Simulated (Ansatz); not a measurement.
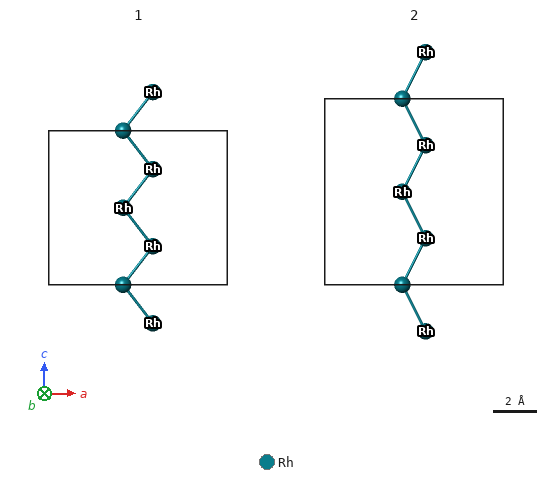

Two geometries of a wire of composition Rh, drawn at one scale. One is the start of a relaxation, the other its converged end. Style: ball-and-stick. Shown: the 2 repeat of the cell, with the vacuum cut short, along the b axis.

All numbers below come from DFT PBE, scalar-relativistic, plane waves, PAW in Ansatz. Settings: plane-wave cutoff 420 eV; k-point mesh 1 × 1 × 15; occupations gaussian; smearing width 0.05 eV; collinear spin; cell relaxed at fixed a, b, alpha, beta, gamma; force threshold 0.01 eV/Å; at most 45 steps.

### Which geometry has the lower energy?

Structure 1 is the relaxed one. Case: zigzag chain of atoms. Over 7 accepted moves (9 points after the start) the energy falls by 0.445 eV per cell of the calculation. The largest force component goes from 0.39 to 0.0013 eV/Å. The line search rejected the trial step at point 6 of the run. The SCF was repeated once at an unchanged geometry on a basis and grid sized afresh for the cell, which shifted the energy by 3.8 meV per cell of the calculation at most. The largest moves relative to the layer's centre, 0.15 Å, are those of Rh atoms. Along the periodic axis the drawn cell goes c 8.775 → 7.269 Å (−17.2 %). Among the contacts that change: Rh–Rh 2.453 → 2.294 Å. Bond angles that change, for instance: Rh–Rh–Rh 126.9° → 104.7°. Cost: 49 s on 2 threads of AMD EPYC 7R13 Processor (Zen 3), with other jobs on the host, peak memory 0.69 GiB.

Limits of the set-up: the k-point mesh is coarse for a cell with partly filled bands.
